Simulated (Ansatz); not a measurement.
## Run report: Fe, single-point calculation (part 2 of 2)

Fe (slab, 6 atoms in the cell); DFT LDA, scalar-relativistic, plane waves, PAW, spin-polarised (Ansatz 0.2.0); cutoff 420 eV, 15×15×1 k-mesh, Gaussian smearing of 0.1 eV, collinear spins. The structure derives from a Materials Project entry. It belongs to a series of runs on one base structure; here: (1 1 0) slab cut from the bulk.

Geometry of the input (Å; fractional positions):
```
2.3821  0.0000  0.0000
-0.7940  2.2459  0.0000
0.0000  0.0000  24.7249
Fe 0.5000  0.5000  0.3033
Fe 0.0000  0.0000  0.3820
Fe 0.5000  0.5000  0.4607
Fe 0.0000  0.0000  0.5393
Fe 0.5000  0.5000  0.6180
Fe 0.0000  0.0000  0.6967
```

## What the program printed, continued
```
SCF iter  31: F=-26517.544667 eV  HF=-26517.544667 eV  |F-HF|=1.63e-9  |Δ(HF+E_count)|=  1.46e-11  Δρ=2.56e-7 (↑2.56e-7 ↓2.09e-7)  dr2=1.53e-9  dr2_m=3.07e-12  M=12.638 μB ∫|m|=12.885 μB  β_m=1.00  ethr=1.55e-12  p=-0.000 e·Å  D=-1.07e-8 V/Å  ΔV_dip=0.00 eV  dr2_dipole=2.43e-10  V_vac-E_F(+/−)=5.27/5.27 eV  ⟨swp⟩=3.3  Hψ=27351  notcnv=0  κ⁻¹=4.1e-6(r=8)
iter 32 met the thresholds in force, and the SCF goes on: an eigenvalue changes by 5.16 meV, over its tolerance of 1.00 meV (output.eigenvalues, Limitations)
SCF iter  32: F=-26517.544667 eV  HF=-26517.544667 eV  |F-HF|=1.53e-9  |Δ(HF+E_count)|=  3.64e-12  Δρ=2.47e-7 (↑2.47e-7 ↓2.03e-7)  dr2=1.38e-9  dr2_m=2.82e-12  M=12.638 μB ∫|m|=12.885 μB  β_m=1.00  ethr=1.55e-12  p=0.000 e·Å  D=1.76e-8 V/Å  ΔV_dip=-0.00 eV  dr2_dipole=1.72e-10  V_vac-E_F(+/−)=5.27/5.27 eV  ⟨swp⟩=3.1  Hψ=24155  notcnv=0  κ⁻¹=2.4e-6(r=8)
iter 33 met the thresholds in force, and the SCF goes on: an eigenvalue changes by 5.01 meV, over its tolerance of 1.00 meV (output.eigenvalues, Limitations)
SCF iter  33: F=-26517.544667 eV  HF=-26517.544667 eV  |F-HF|=1.10e-9  |Δ(HF+E_count)|=  1.82e-11  Δρ=2.14e-7 (↑2.14e-7 ↓1.87e-7)  dr2=9.24e-10  dr2_m=1.50e-12  M=12.638 μB ∫|m|=12.885 μB  ethr=1.44e-12  p=0.000 e·Å  D=2.07e-9 V/Å  ΔV_dip=-0.00 eV  dr2_dipole=1.84e-13  V_vac-E_F(+/−)=5.27/5.27 eV  ⟨swp⟩=4.2  Hψ=29590  notcnv=0
Mixer restart at iter 33: flushing history
iter 34 has the input of iteration 26 again, and its energy change is against the last iteration that had it
iter 34 met the thresholds in force, and the SCF goes on: an eigenvalue changes by 4.88 meV, over its tolerance of 1.00 meV (output.eigenvalues, Limitations)
SCF iter  34: F=-26517.544667 eV  HF=-26517.544667 eV  |F-HF|=1.88e-9  |Δ(HF+E_count)|=    0.00e0  Δρ=2.58e-7 (↑2.58e-7 ↓2.14e-7)  dr2=1.63e-9  dr2_m=3.83e-12  M=12.638 μB ∫|m|=12.885 μB  ethr=1.70e-12  p=0.000 e·Å  D=1.20e-8 V/Å  ΔV_dip=-0.00 eV  dr2_dipole=3.41e-10  V_vac-E_F(+/−)=5.27/5.27 eV  ⟨swp⟩=4.7  Hψ=32424  notcnv=0
Mixer restart at iter 34: flushing history
SCF iter  35: F=-26517.544667 eV  HF=-26517.544667 eV  |F-HF|=2.95e-10  |Δ(HF+E_count)|=  5.82e-11  Δρ=2.14e-7 (↑2.14e-7 ↓1.99e-7)  dr2=3.57e-10  dr2_m=2.83e-12  M=12.638 μB ∫|m|=12.885 μB  ethr=1.70e-12  p=-0.000 e·Å  D=-1.51e-7 V/Å  ΔV_dip=0.00 eV  dr2_dipole=8.41e-12  V_vac-E_F(+/−)=5.27/5.27 eV  ⟨swp⟩=6.4  Hψ=53639  notcnv=0
iter 36 did not close the SCF: its close was put off for an unfilled level that stood over its bar (scf_convergence_deferred on its scf_iter line)
SCF iter  36: F=-26517.544667 eV  HF=-26517.544667 eV  |F-HF|=2.58e-10  |Δ(HF+E_count)|=  2.18e-11  Δρ=1.79e-7 (↑1.69e-7 ↓1.79e-7)  dr2=2.32e-10  dr2_m=2.10e-12  M=12.638 μB ∫|m|=12.885 μB  ethr=1.00e-12  p=-0.000 e·Å  D=-1.49e-7 V/Å  ΔV_dip=0.00 eV  dr2_dipole=1.22e-13  V_vac-E_F(+/−)=5.27/5.27 eV  ⟨swp⟩=6.2  Hψ=40992  notcnv=0
SCF iter  37: F=-26517.544667 eV  HF=-26517.544667 eV  |F-HF|=4.37e-11  |Δ(HF+E_count)|=  7.28e-12  Δρ=2.33e-8 (↑1.73e-8 ↓2.33e-8)  dr2=4.31e-12  dr2_m=5.85e-14  M=12.638 μB ∫|m|=12.885 μB  ethr=1.00e-12  p=0.000 e·Å  D=4.52e-8 V/Å  ΔV_dip=-0.00 eV  dr2_dipole=1.61e-13  V_vac-E_F(+/−)=5.27/5.27 eV  ⟨swp⟩=4.7  Hψ=35179  notcnv=0
SCF 1 converged in 37 iterations: F = -26517.544667 eV  dr2 = 4.31e-12
  greatest PAW one-centre occupation: 1.003 electrons in one spin orbital (limit 2), on the Fe atom at site 5 (counted from 0), in its partial waves of l = 1
```

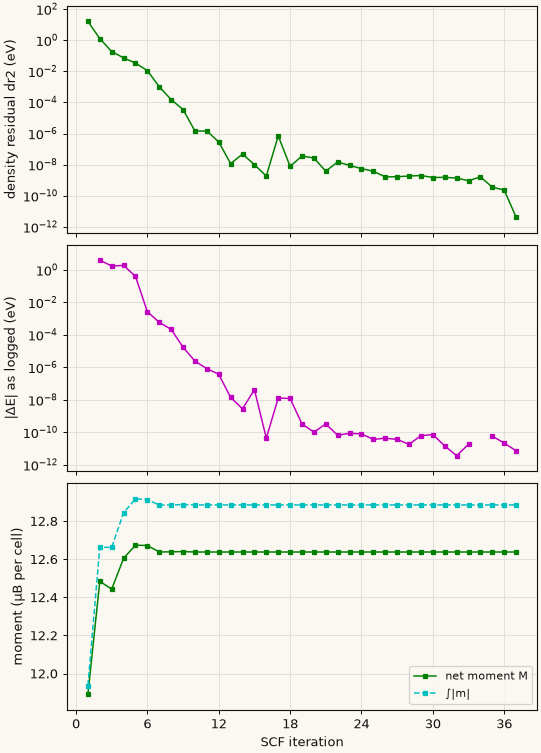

Convergence of the self-consistent field: density residual dr2, size of the energy change and magnetic moment against the SCF iteration. The residual falls unevenly and jumps up by a factor of two or more 4 times on the way down. The net moment goes from 11.9 to 12.6 μB per cell.

```
WARN: The output density's exchange-correlation potential varies sharply where the density is thin. Do not read a vacuum level from v_tot or v_xc, or from such a field of the output density. On a cell that repeats whose density bears no net charge and no dipole along the vacuum's axis use v_es (v_loc + v_h of the components); under efield.dipole_correction with no amplitude use v_es + v_field, which holds any external_charges[].barrier, or the levels of the report's work_function block, which leave it out; under a non-zero efield.amplitude the vacuum is tilted and has no level; on a cell that repeats and bears such a dipole with no correction it is tilted too, and efield.dipole_correction with no amplitude gives each side of its ramp a level where efield: is served; in a cell that repeats whose density bears a net charge (total_charge, or a fill off its count) it is curved and has none; of a slab under crystal.periodic whose density bears no net charge use v_es, which has a level on each side, short of where the two are joined; of another it falls or rises all the way out and has none; of a slab beside external_charges read slab_vacuum_level instead, which it has where they leave it neutral. The grid or the basis barely resolves most such structure, and the values can differ between equally converged runs; as a rule a tighter scf.convergence.dr2_threshold does not remove it. Where the density itself ripples (under the LDA too) a higher basis.ecutwfc lessens it. The files hold the spikes' plane waves up to the density's cutoff. Files: v_tot_of_output_density and the like, and their columns of v_z.tsv (output.write_potential); v_xc_of_output_density and the like, and their columns of v_comp_z.tsv (output.write_potential_components). Measured: with its Gaussian average of σ = 0.25 Å subtracted twice, the exchange-correlation potential is over 0.1 eV at 28 of the grid points where the equally averaged density (valence and model cores) is under 1e-3 e/Å³, and 0.158 eV at the most among them, at an averaged density of 1.8e-5 e/Å³. The input density's (outcome.potential() and, of a run that writes arrays, v_tot and v_xc) is over 0.1 eV, so measured, at 28 points of its own thin density, 0.158 eV at the most. See output.write_potential in the manual, Limitations
SCF converged after 37 iterations
Magnetization: 12.6380 μB (54.3190 up, 41.6810 down)
Absolute magnetization: 12.8854 μB (∫|ρ↑−ρ↓|, with the PAW one-centre terms)
Spin contamination: 0.1309 ħ² per cell (⟨S²⟩ above its minimum at these occupations)
Per-site moments (μB) at R_I (Å): [(2.2592629856544084, 0.9826170753300889), (2.0389459969845842, 0.9826170753300889), (1.9536195645666166, 0.9826170753300899), (1.9536195514354733, 0.9826170753300899), (2.038945963451088, 0.982617075330088), (2.2592628953634892, 0.982617075330088)]
Free energy (F): -26517.544667 eV
Harris-Foulkes:  -26517.544667 eV  (|F-HF|=4.37e-11)
Internal energy: -26517.514947 eV  (E = F + TS)
E sigma→0 (E₀):  -26517.529807 eV
Entropy (-TS):   -0.029720 eV (-4.953 meV/atom)
Fermi energy:    6.903277 eV
Dipole field:    D = -0.000001 V/Å  (p = -0.000000 e·Å, saw-weighted, corrected)
Work function:   Φ+ = 5.2741 eV   Φ− = 5.2740 eV
Levels:          The Fermi level and band energies are counted from a zero that moves with the ramp; work functions are not
--- Per-component energies (eV) ---
  E_band       = -2379.489714
  E_kinetic    = 2118.394329
  E_local      = -194026.082390  (includes V_loc(G=0)·N_el)
  E_nonlocal   = 1335.061394
  E_hartree    = 95450.100020
  E_xc         = -705.078361
  E_vxc        = -912.577578  (∫ρ·V_xc dr)
  E_paw        = -7835.241892  (= ΣΔE_a)
  E_vpaw       = -1794.491596  (= ΣTr[D̂ρ^β])
  E_aug_tail   = 0.005743  (compensation charges beyond the density's cutoff)
  E_efield     = 0.000000  (sawtooth field / dipole correction)
  E_vefield    = 0.000000  (∫n·V_field dr)
  E_ewald      = 77142.916996
  E_core_change = 2.409214  (= ΣΔE_core)
  E_smearing   = -0.029720  (= −TS)
  E_closure    = -0.000000  (closes the sum)
  Σ components = -26517.544667   (vs F -26517.544667, Δ=0.00e0)
--- Forces (eV/Å), atoms counted from 1 ---
  atom   1  Fe    -0.00000000     0.00000000     0.16191003
  atom   2  Fe     0.00000000     0.00000000    -0.14042721
  atom   3  Fe    -0.00000000    -0.00000000     0.06198056
  atom   4  Fe     0.00000000     0.00000000    -0.06198142
  atom   5  Fe    -0.00000000     0.00000000     0.14042777
  atom   6  Fe     0.00000000     0.00000000    -0.16190909
  max |Σ_I F_I| component: 6.40e-7 eV/Å
--- Stress (GPa, compression-positive) ---
       -2.271425      -0.669014       0.000000
       -0.669014      -2.744489       0.000000
        0.000000       0.000000      -1.061080
  P = ⅓ Tr σ = -2.0257 GPa (-20.257 kbar)
--- Band table (eV; the first three rows and the last of 128) ---
  k-point 0 ↑: bands = ["-80.4994", "-80.4689", "-80.4339", "-80.4049", "-80.3401", "-80.3396", "-47.1322", "-47.0483", "-46.9406", "-46.8131", "-46.7668", "-46.7217", "-46.6894", "-46.6670", "-46.6183", "-46.6133", "-46.6033", "-46.6033", "-46.6002", "-46.5997", "-46.5260", "-46.5251", "-46.4529", "-46.4529", "-2.0445", "-1.3023", "-0.2115", "0.8591", "1.3942", "1.4239", "3.1620", "3.3629", "3.6515", "3.9511", "4.1870", "4.2434", "4.3210", "4.3231", "4.3659", "4.3888", "4.5156", "4.9314", "5.2123", "5.5439", "5.7230", "5.7303", "5.8530", "5.8571", "5.9234", "5.9444", "5.9639", "6.0177", "6.0263", "6.0982", "6.2016", "6.2066", "6.2438", "6.5871", "6.8972", "7.1577", "7.3550", "11.8010", "11.9938", "13.1380", "14.3675", "16.1261"]
  k-point 1 ↑: bands = ["-80.4957", "-80.4657", "-80.4314", "-80.4031", "-80.3379", "-80.3375", "-47.1251", "-47.0448", "-46.9426", "-46.8215", "-46.7724", "-46.7250", "-46.7018", "-46.6677", "-46.6221", "-46.6200", "-46.6125", "-46.6124", "-46.6097", "-46.6066", "-46.5338", "-46.5327", "-46.4623", "-46.4623", "-1.8976", "-1.1616", "-0.0783", "0.9874", "1.5133", "1.5306", "3.1810", "3.3773", "3.6619", "3.9617", "4.1535", "4.1910", "4.2236", "4.2862", "4.3058", "4.4207", "4.5896", "4.8809", "5.0936", "5.5487", "5.6772", "5.6786", "5.8160", "5.8384", "5.8530", "5.8892", "5.9282", "5.9653", "5.9996", "6.0384", "6.0801", "6.1741", "6.4718", "6.4871", "6.8700", "7.4733", "8.1636", "11.9379", "12.1237", "13.2711", "14.4743", "16.2407"]
  k-point 2 ↑: bands = ["-80.4851", "-80.4565", "-80.4243", "-80.3983", "-80.3317", "-80.3314", "-47.1045", "-47.0356", "-46.9504", "-46.8476", "-46.7923", "-46.7429", "-46.7350", "-46.6792", "-46.6524", "-46.6404", "-46.6335", "-46.6333", "-46.6260", "-46.6056", "-46.5647", "-46.5579", "-46.4793", "-46.4792", "-1.4689", "-0.7560", "0.2965", "1.3405", "1.8304", "1.8443", "3.2198", "3.3975", "3.6701", "3.9516", "3.9570", "3.9897", "4.1155", "4.2042", "4.2465", "4.4352", "4.6708", "4.6795", "5.0932", "5.2541", "5.5342", "5.6150", "5.6187", "5.7424", "5.8066", "5.8693", "5.9205", "5.9572", "6.0205", "6.0733", "6.1963", "6.2203", "6.5420", "6.5424", "7.2714", "8.3334", "9.2575", "12.3491", "12.5081", "13.6699", "14.7850", "16.5829"]
  k-point 63 ↓: bands = ["-78.1361", "-78.0924", "-77.9992", "-77.9972", "-77.6920", "-77.6920", "-44.9943", "-44.9205", "-44.8425", "-44.8247", "-44.8116", "-44.7981", "-44.7181", "-44.6511", "-44.6216", "-44.5970", "-44.5929", "-44.5923", "-44.5088", "-44.4374", "-44.3056", "-44.3055", "-44.1322", "-44.1312", "2.7230", "3.1364", "3.1437", "3.2358", "3.4603", "3.5558", "3.8806", "3.9635", "4.2385", "4.8278", "5.0744", "5.4466", "6.1535", "6.2945", "7.3001", "7.4186", "7.5235", "7.6617", "7.9417", "7.9594", "8.2993", "8.4623", "8.5337", "8.9230", "8.9267", "9.0736", "9.1951", "9.3058", "9.3734", "9.6046", "9.6063", "10.1896", "11.8039", "13.3796", "14.8730", "16.2368", "16.5614", "16.7249", "16.9535", "17.2363", "17.2799", "17.6115"]
--- Löwdin populations: 6 sites ---
  site symbol       q [e]    m [muB]
     0     Fe     15.8103     2.3506
     1     Fe     15.8016     2.0860
     2     Fe     15.7967     1.9915
     3     Fe     15.7967     1.9915
     4     Fe     15.8016     2.0860
     5     Fe     15.8103     2.3506
  spilling = 0.012321 (of n_electrons = 96.000000)
```

## File populations.tsv
```
# site	symbol	l	j	q_up	q_dn
# orbitals = lowdin
# n_electrons = 96.000000
# spilling = 0.012321
0	Fe	0_3S	-	0.993589	0.993769
0	Fe	0_4S	-	0.458138	0.468054
0	Fe	1_3P	-	2.997885	2.996951
0	Fe	2_3D	-	4.630846	2.271088
1	Fe	0_3S	-	0.991456	0.991675
1	Fe	0_4S	-	0.430109	0.459560
1	Fe	1_3P	-	2.998122	2.997257
1	Fe	2_3D	-	4.524101	2.409283
2	Fe	0_3S	-	0.991347	0.991613
2	Fe	0_4S	-	0.432187	0.460361
2	Fe	1_3P	-	2.997981	2.997343
2	Fe	2_3D	-	4.472569	2.453309
3	Fe	0_3S	-	0.991347	0.991613
3	Fe	0_4S	-	0.432187	0.460361
3	Fe	1_3P	-	2.997981	2.997343
3	Fe	2_3D	-	4.472568	2.453308
4	Fe	0_3S	-	0.991456	0.991675
4	Fe	0_4S	-	0.430109	0.459560
4	Fe	1_3P	-	2.998122	2.997257
4	Fe	2_3D	-	4.524101	2.409283
5	Fe	0_3S	-	0.993589	0.993769
5	Fe	0_4S	-	0.458139	0.468054
5	Fe	1_3P	-	2.997885	2.996951
5	Fe	2_3D	-	4.630846	2.271088
```

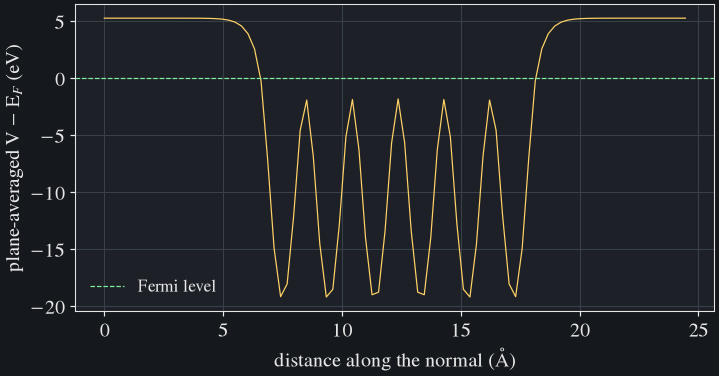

Plane average of the electrostatic potential energy of an electron across the cell, from the Fermi level. The vacuum level lies 5.27 eV above the Fermi level.

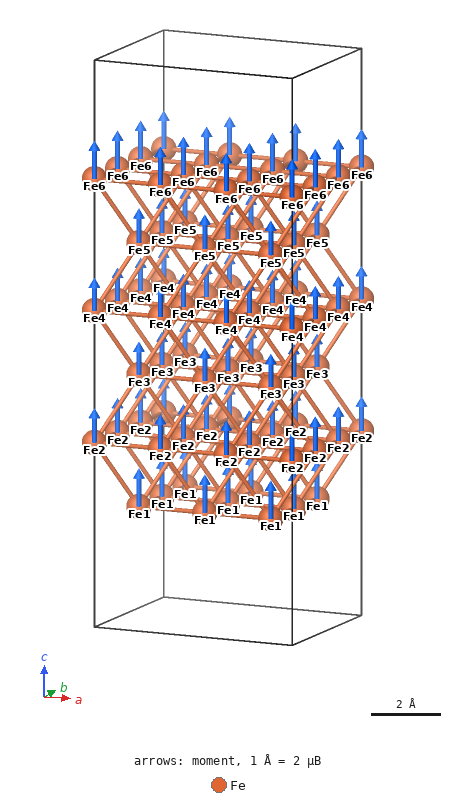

Magnetic moments of the sites as blue arrows (ball-and-stick view of the 3 × 3 repeat of the cell, with the vacuum cut short, seen slightly off an axis; atoms are numbered from 1 in the order of the input); small moments hardly show. The run is collinear, so the axis drawn is arbitrary. Site moments: Fe1, Fe6 (2.26 μB); Fe2, Fe5 (2.04 μB); Fe3, Fe4 (1.95 μB). They are counted near the atoms and needn't add up to the moment of the cell.

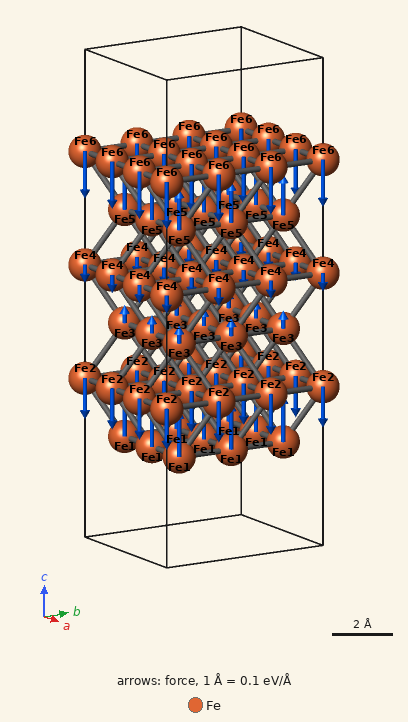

Forces on the atoms as blue arrows (ball-and-stick view of the 3 × 3 repeat of the cell, with the vacuum cut short, seen slightly off an axis; atoms are numbered from 1 in the order of the input). The largest act on Fe1, Fe6 (0.16 eV/Å); Fe2, Fe5 (0.14 eV/Å); Fe3, Fe4 (0.06 eV/Å). The geometry is not a stationary point of this energy.

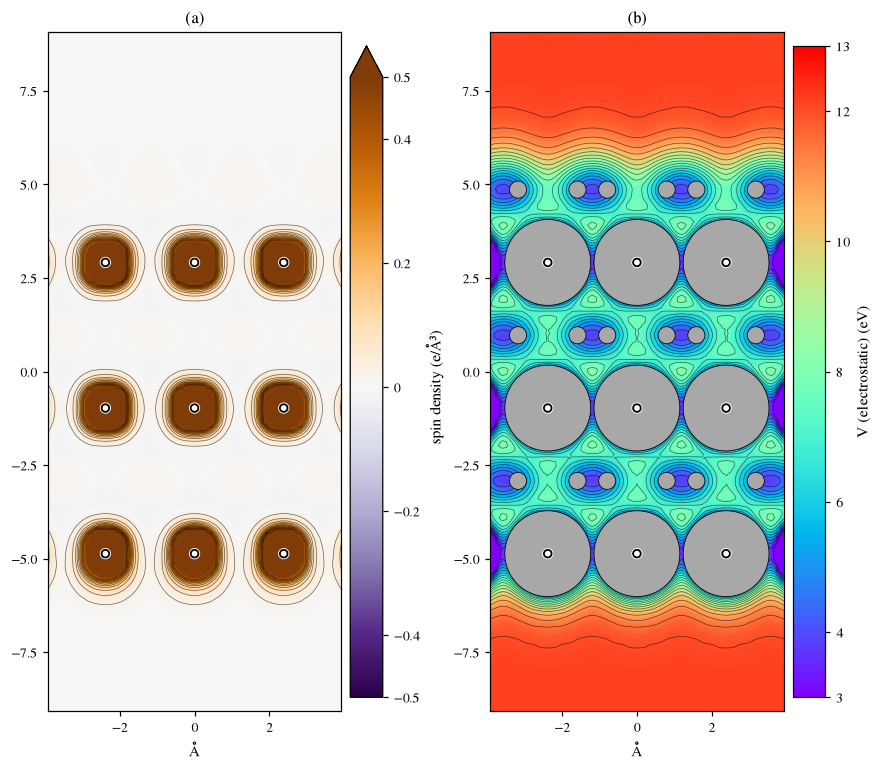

(a) magnetisation density (up minus down); (b) electrostatic potential (local pseudopotential plus Hartree) felt by an electron on the (100) plane of the calculation cell, a cut from vacuum to vacuum. Circles mark the nuclei in the plane (Fe). Grey discs, where drawn, cover atomic cores. Atoms in the plane: Fe. The cell of the calculation (6 atoms) carries 12.6 μB net. Core electrons are frozen (PAW), so the fields are smoothed inside the atomic spheres.

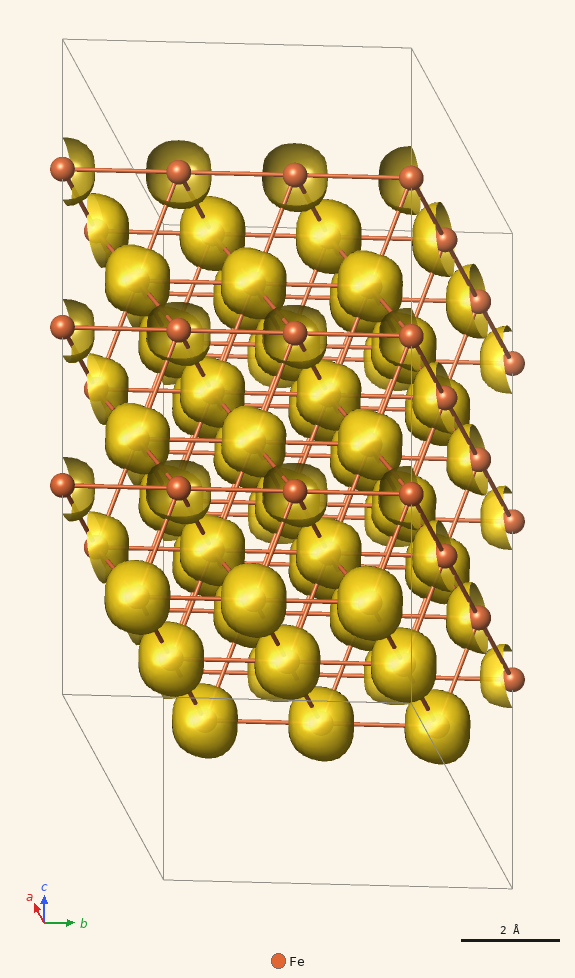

Isosurface of the magnetisation density (up minus down) at +0.3 e/Å³ (yellow), seen at an oblique angle. Sticks mark near contacts. The cell of the calculation (6 atoms) carries 12.6 μB net.
